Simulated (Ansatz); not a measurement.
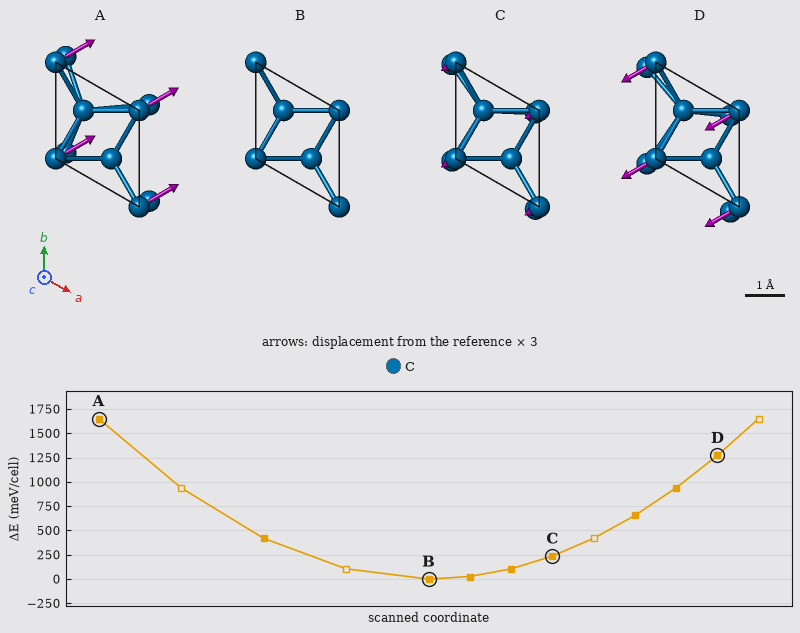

A scan of a crystal of C (P6_3/mmc) along one coordinate. Hollow markers are points alike by symmetry, not computed again. The picture is a ball-and-stick view of the cell of the calculation, seen along the c axis. Purple arrows: displacements from the reference.

Theory: DFT PBE, scalar-relativistic, plane waves, PAW in Ansatz 0.2.0. (plane-wave cutoff 420 eV; k-point mesh 12 × 12 × 4; occupations gaussian; smearing width 0.05 eV; no spin polarisation). Energies (free energies at the smearing named) are counted from the relaxed crystal.

> What is being scanned?

A C atom (one in each cell of 8 atoms) is moved towards the nearest copy of atom 1 (C) at 2.518 Å, all else fixed. In the frames the displacement is −0.30 Å (A), 0.00 Å (B), 0.1125 Å (C), 0.2625 Å (D). Of the computed points the lowest is at the displacement 0.00 Å, 0 meV/cell. The curvature at zero is about 37 eV/Å². The well is symmetric. At the highest point the shortest interatomic distance is 1.31 Å, against 1.54 Å in the reference. The distortion takes the space group from P6_3/mmc to P1.
